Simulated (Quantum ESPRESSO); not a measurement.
**A series of single points on NiO**

System: NiO (Fm-3m, 2 atoms in the cell).
Method: Kohn-Sham DFT of a periodic cell, LDA, PseudoDojo 0.4.1 SR LDA standard, spin-polarised (Quantum ESPRESSO 7.5).

The 7 runs differ only in the geometry, by an even scaling of the cell at fixed fractional positions. The structure derives from an entry of the Crystallography Open Database.

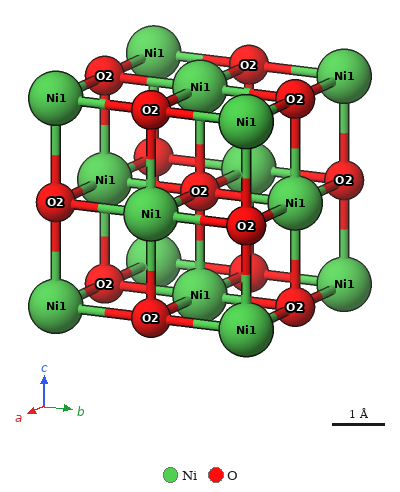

Figure 1. The structure of run 4 (ball-and-stick view of the cell 4 times as large as that of the calculation, set on its symmetry axes, seen at an oblique angle; atoms are numbered from 1 in the order of the input).

**Input of run 4**
```
&CONTROL
  calculation = 'scf'
  prefix = 'pwscf'
  outdir = './tmp'
  pseudo_dir = './pseudo'
  tprnfor = .true.
  tstress = .true.
  disk_io = 'nowf'
/
&SYSTEM
  ibrav = 0
  nat = 2
  ntyp = 2
  ecutwfc = 98
  nbnd = 22
  occupations = 'smearing'
  smearing = 'fd'
  degauss = 0.00367493
  nspin = 2
  starting_magnetization(1) = 0.0556
  starting_magnetization(2) = 0
/
&ELECTRONS
  conv_thr = 4d-10
  electron_maxstep = 120
  mixing_beta = 0.3
/
ATOMIC_SPECIES
Ni    58.6934 Ni.upf
O     15.9990 O.upf
CELL_PARAMETERS angstrom
   0.0000000000    2.0859016414    2.0859016414
   2.0859016414    0.0000000000    2.0859016414
   2.0859016414    2.0859016414    0.0000000000
ATOMIC_POSITIONS crystal
Ni     0.0000000000    0.0000000000    0.0000000000
O      0.5000000000    0.5000000000    0.5000000000
K_POINTS automatic
11 11 11 0 0 0
```

Command:
```bash
OMP_NUM_THREADS=1 pw.x -in pw.in > pw.out
```

Lattice vectors (Å) and fractional positions of run 4:
```
   0.000000    2.085902    2.085902
   2.085902    0.000000    2.085902
   2.085902    2.085902    0.000000
Ni  0.000000  0.000000  0.000000
O   0.500000  0.500000  0.500000
```

Run 3 differs from it as follows:
```diff
-   0.0000000000    2.0859016414    2.0859016414
-   2.0859016414    0.0000000000    2.0859016414
-   2.0859016414    2.0859016414    0.0000000000
+   0.0000000000    2.0719018797    2.0719018797
+   2.0719018797    0.0000000000    2.0719018797
+   2.0719018797    2.0719018797    0.0000000000
```

**Results, with one run withheld**

```csv
run,volume per atom (Å³),"free energy per atom, from the lowest run given (meV)",pressure (GPa)
1,8.531,0.00,−8.41
2,8.713,12.09,−12.90
3,8.894,?,?
4,9.076,50.06,−20.36
5,9.257,74.87,−23.44
6,9.439,102.96,−26.14
7,9.620,135.95,−27.34
```

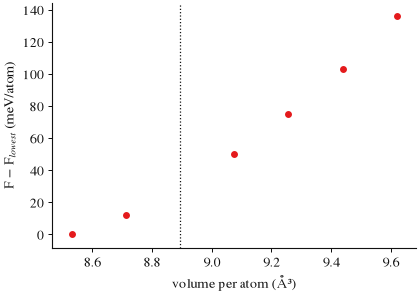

Figure 2. Free energy per atom of the runs given; the dotted line marks run 3.

Estimate the energy of run 3 from the others.

A cubic polynomial in V^(−2/3) (the Birch–Murnaghan form), fitted to the 6 runs given, misses them by at most 0.48 meV per atom. With x = V^(−2/3) − 0.22955 Å⁻², it reads F = 51.96 − 7608.4 x + 2.5577e+05 x² − 1.661e+06 x³ (meV per atom). At run 3 it gives 28.96 meV per atom, and the run itself gives 28.97. The slope of the fit gives a pressure −dF/dV of −16.58 GPa there, and the run prints −16.86 GPa. Energies and printed pressures part between runs 6 and 7: the energies differ there by 2.6 meV per atom from what the pressures give, and by at most 0.1 in the other intervals. A smooth fit can't follow such a step, as when the grid or the electronic state changes between two volumes. The fit has no minimum inside this range.

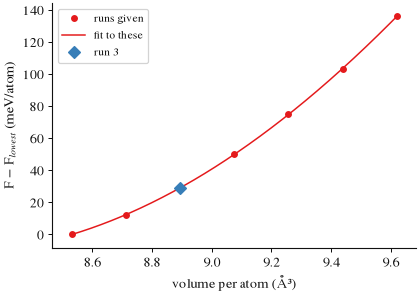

Figure 3. The fit and the withheld run.

**Some lines of the output (run 3)**
```
[...]
     total energy              =    -368.26002493 Ry
     total energy              =    -368.26003365 Ry
     total energy              =    -368.26030615 Ry
     total energy              =    -368.26030457 Ry
     total energy              =    -368.26035545 Ry
     total energy              =    -368.26036159 Ry
     total energy              =    -368.26036158 Ry
     total energy              =    -368.26036185 Ry
     total energy              =    -368.26036186 Ry
     the Fermi energy is    14.6352 ev
!    total energy              =    -368.26036187 Ry
     The total energy is F=E-TS. E is the sum of the following terms:
     Computing stress (Cartesian axis) and pressure
          total   stress  (Ry/bohr**3)                   (kbar)     P=     -168.64
```
